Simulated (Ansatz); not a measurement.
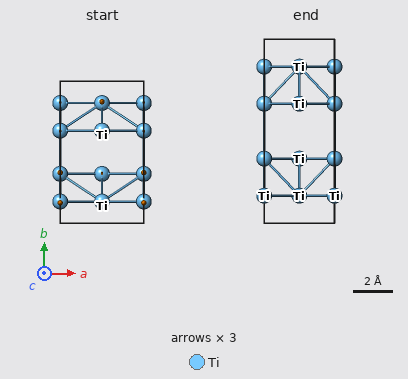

The structure of solid Ti (built on the alpha-gallium_64 type) (coarse preliminary run) before (left) and after (right) a relaxation, at one scale. The orange arrows give the displacements (the part carried along by the change of the cell is left out), magnified 3 times.

Style: ball-and-stick. Shown: the conventional cell (2 times the calculation's cell), along the c axis. Lengths and directions refer to the drawn axes.

Case: alpha-gallium type (Cmce, No. 64).

Method: DFT PBEsol, scalar-relativistic, plane waves, PAW (Ansatz). Settings: plane-wave cutoff 420 eV; k-point mesh 4 × 4 × 4; occupations gaussian; smearing width 0.1 eV; no spin polarisation; cell and atoms relaxed; force threshold 0.04 eV/Å; at most 70 steps.

Describe what moved and what it gained.

Answer. The largest moves relative to the cell, 0.32 Å, are those of Ti atoms. The volume changes by −0.8 %, with a 4.389 → 3.691 Å (−15.9 %), b 7.438 → 9.654 Å (+29.8 %), c 4.395 → 3.994 Å (−9.1 %). Some distances before and after: Ti–Ti 3.626 → 2.719 Å, Ti–Ti 2.371 → 2.882 Å, Ti–Ti 2.633 → 2.787 Å, Ti–Ti 2.662 → 2.719 Å. New bonds form: Ti–Ti (3.63 → 2.72 Å). The space group (tolerance 0.01 Å) goes from Cmce (No. 64) to Fmmm (No. 69). Over 13 accepted moves (16 points after the start) the energy falls by 3.575 eV per cell of the calculation. Largest force component: 0.34 eV/Å at the start, 0.023 eV/Å at the end. Pressure: 5.44 GPa at the start and 0.23 GPa at the end. The line search rejected the trial step at point 6 of the run. The SCF was repeated twice at an unchanged geometry on a basis and grid sized afresh for the cell, which shifted the energy by 0.142 eV per cell of the calculation at most. The run took about 50 core-seconds on a shared host.
